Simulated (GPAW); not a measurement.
System: P, space group Cmce (No. 64).

The given structure:
```yaml
crystal:
  lattice:
    - [1.64774, -5.46504, 0.00000]
    - [1.64774, 5.46504, 0.00000]
    - [0.00000, 0.00000, 4.54364]
  atoms:
    - { symbol: P, position: [0.90414, 0.09586, 0.58882] }
    - { symbol: P, position: [0.09586, 0.90414, 0.41118] }
    - { symbol: P, position: [0.59586, 0.40414, 0.08882] }
    - { symbol: P, position: [0.40414, 0.59586, 0.91118] }
```

Calculation (GPAW 26.7.0): PAW DFT in plane waves, on a grid or in atomic orbitals, no spin polarisation; energies at scaled volumes of the given cell, shape and fractions fixed, counted from the fit's minimum, third-order Birch-Murnaghan fit. Level: r2SCAN.

- k mesh: 7×7×5
- occupations: Fermi–Dirac
- smearing width: 0.05 eV
- potentials: GPAW PAW data sets (gpaw data 1.2.1)
- wave cutoff: 600 eV
- program settings: basis pw

Predict the energy against volume. The volume takes the values 19.23, 19.64, 20.05, 20.46, 20.87, 21.28, 21.69 Å³/atom.

A third-order Birch–Murnaghan fit gives V0 = 20.73 Å³/atom, B0 = 76.7 GPa and B′ = 4.3. The energy is 29.48 meV/atom at volume 19.23 Å³/atom and 9.81 meV/atom at 21.69 Å³/atom; the lowest computed point is at volume 20.87 Å³/atom (0.23 meV/atom).

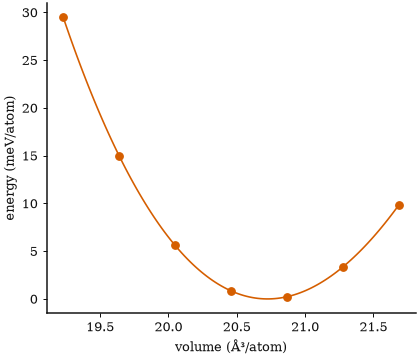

Caveats: shape and atomic fractions are frozen while scaling, which makes layered, chain and framework solids too stiff.
